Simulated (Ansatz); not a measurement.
**A series of single points on AgCl**

System: AgCl (P4/mmm, 2 atoms in the cell).
Method: DFT LDA, scalar-relativistic, plane waves, PAW, no spin polarisation (Ansatz 0.2.0).

The 9 runs differ only in the geometry, by a strain of the cell at fixed fractional positions. Against run 5, the strain is εyy = η. The structure derives from a Materials Project entry.

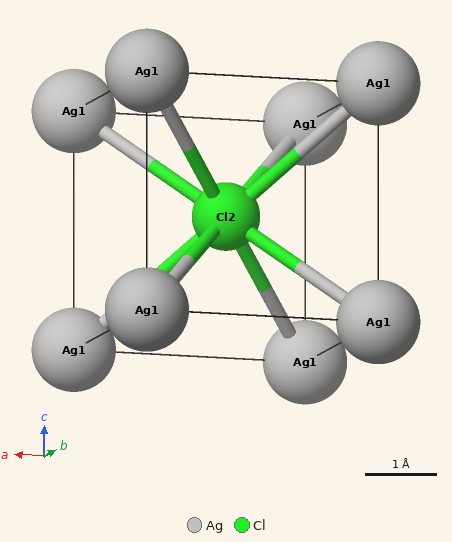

Figure 1. The structure of run 5 (ball-and-stick view of the cell of the calculation, seen at an oblique angle; atoms are numbered from 1 in the order of the input).

## Input of run 5
```yaml
crystal:
  lattice:
    - [3.433973, 0.0, 0.0]
    - [0.0, 3.46831273, 0.0]
    - [0.0, 0.0, 3.433973]
  atoms:
    - { symbol: Ag, position: [0.0, 0.0, 0.0] }
    - { symbol: Cl, position: [0.5, 0.5, 0.5] }
basis:
  ecutwfc: 420
kpoints:
  mp_grid: { grid: [10, 10, 10] }
hamiltonian:
  xc: lda
scf:
  occupations: { method: gaussian, width: 0.03 }
output:
  forces: true
  stress: true
  eigenvalues: true
```

Command:
```bash
ansatz run input.yaml --threads 1 --pin off --max-ram 1228MiB --backend cpu --events-out ev --progress --plain --runs-dir out
```

Run 7 differs from it as follows:
```diff
-    - [0.0, 3.46831273, 0.0]
+    - [0.0, 3.53699219, 0.0]
```

## Results, with one run withheld

```csv
run,strain parameter η (%),"free energy per atom, from the lowest run given (meV)",pressure (GPa),gap on the mesh (eV)
1,−4.9505,0.00,−5.97,0.22
2,−3.9604,6.37,−6.43,0.24
3,−2.9703,13.75,−6.85,0.25
4,−1.9802,22.06,−7.23,0.26
5,0.0000,41.20,−7.91,0.26
6,0.9901,51.93,−8.21,0.25
7,1.9802,?,?,?
8,2.4752,69.31,−8.61,0.23
9,2.9703,75.43,−8.73,0.23
```

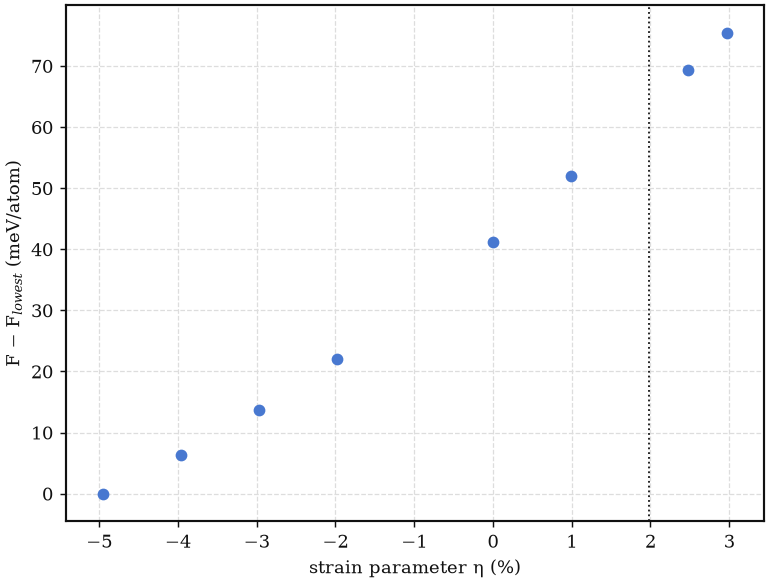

Figure 2. Free energy per atom of the runs given; the dotted line marks run 7.

Estimate the energy of run 7 from the others.

A cubic polynomial in the coordinate, fitted to the 8 runs given, misses them by at most 0.01 meV per atom. With x = η + 0.9282, it reads F = 31.82 + 9.7309 x + 0.41193 x² − 0.0099898 x³ (meV per atom). At run 7 it gives 63.36 meV per atom, and the run itself gives 63.35. The fit has no minimum inside this range. The gap on the mesh lies between 0.22 eV (run 1) and 0.26 eV (run 4); run 7 has 0.24 eV. These are gaps of this functional on this mesh, which can miss the band edges; they aren't the measured gap.

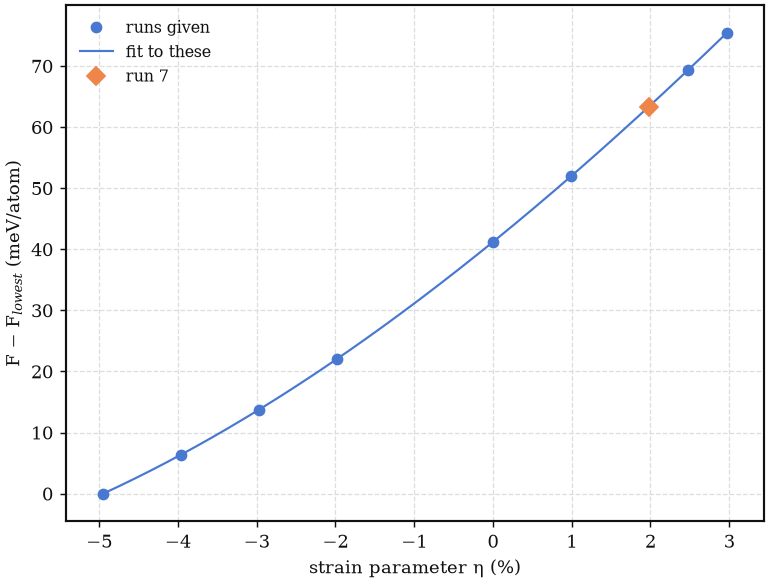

Figure 3. The fit and the withheld run.

## Output, shortened to warnings, some set-up lines, iterations and results (run 7)
```
Basis set: ecut = 420 eV, 799 PW (Γ)
Symmetry: 16 space group operations
k-points: 126 of 1000
Initial density: superposition of atomic densities (neutral atoms: chi_scale 0, normalization atom), corrected by the library's trained network
[...]
SCF iter   1: F=—  HF=-8502.481823 eV  |F-HF|=—  |Δ(HF+E_count)|=         —  Δρ=1.10e-2  dr2=4.97e-2  ethr=1.77e-3  ⟨swp⟩=5.3  Hψ=10130  notcnv=0
SCF iter   2: F=—  HF=-8502.466702 eV  |F-HF|=—  |Δ(HF+E_count)|=   1.51e-2  Δρ=4.10e-3  dr2=2.93e-3  ethr=1.91e-4  ⟨swp⟩=2.0  Hψ=4535  notcnv=0
SCF iter   3: F=—  HF=-8502.465719 eV  |F-HF|=—  |Δ(HF+E_count)|=   9.83e-4  Δρ=1.73e-3  dr2=5.81e-4  ethr=1.13e-5  ⟨swp⟩=2.2  Hψ=3411  notcnv=0
SCF iter   4: F=—  HF=-8502.465617 eV  |F-HF|=—  |Δ(HF+E_count)|=   1.02e-4  Δρ=8.36e-4  dr2=3.19e-4  ethr=2.23e-6  ⟨swp⟩=2.0  Hψ=3276  notcnv=0
SCF iter   5: F=—  HF=-8502.465516 eV  |F-HF|=—  |Δ(HF+E_count)|=   1.01e-4  Δρ=1.06e-4  dr2=4.57e-6  ethr=1.23e-6  ⟨swp⟩=2.4  Hψ=2861  notcnv=0
SCF iter   6: F=—  HF=-8502.465513 eV  |F-HF|=—  |Δ(HF+E_count)|=   2.50e-6  Δρ=9.27e-6  dr2=2.34e-8  ethr=3.85e-10  ⟨swp⟩=4.2  Hψ=10443  notcnv=0
SCF iter   7: F=-8502.465513 eV  HF=-8502.465513 eV  |F-HF|=9.82e-11  |Δ(HF+E_count)|=   2.41e-9  Δρ=5.75e-7  dr2=1.31e-10  ethr=9.01e-11  ⟨swp⟩=2.0  Hψ=6212  notcnv=0
SCF 1 converged in 7 iterations: F = -8502.465513 eV  dr2 = 1.31e-10
SCF converged after 7 iterations
Free energy (F): -8502.465513 eV
Harris-Foulkes:  -8502.465513 eV  (|F-HF|=9.82e-11)
Internal energy: -8502.465513 eV  (E = F + TS)
E sigma→0 (E₀):  -8502.465513 eV
Fermi energy:    7.772433 eV
--- Per-component energies (eV) ---
  E_band       = -360.433518
  E_kinetic    = 686.414893
  E_local      = -3136.483900  (includes V_loc(G=0)·N_el)
  E_nonlocal   = 120.950000
  E_hartree    = 1368.220434
  E_xc         = -286.062250
  E_vxc        = -351.430092  (∫ρ·V_xc dr)
  E_paw        = -4398.741157  (= ΣΔE_a)
  E_vpaw       = -416.324976  (= ΣTr[D̂ρ^β])
  E_aug_tail   = 0.000367  (compensation charges beyond the density's cutoff)
  E_ewald      = -2857.679199
  E_core_change = 0.915299  (= ΣΔE_core)
  E_smearing   = -0.000000  (= −TS)
  E_closure    = -0.000000  (closes the sum)
  Σ components = -8502.465513   (vs F -8502.465513, Δ=0.00e0)
--- Forces (eV/Å), atoms counted from 1 ---
  atom   1  Ag     0.00000000     0.00000000     0.00000000
  atom   2  Cl     0.00000000     0.00000000     0.00000000
  max |Σ_I F_I| component: 2.37e-30 eV/Å
--- Stress (GPa, compression-positive) ---
       -8.068278       0.000000       0.000000
        0.000000      -9.304722       0.000000
        0.000000       0.000000      -8.068278
  P = ⅓ Tr σ = -8.4804 GPa (-84.804 kbar)
```
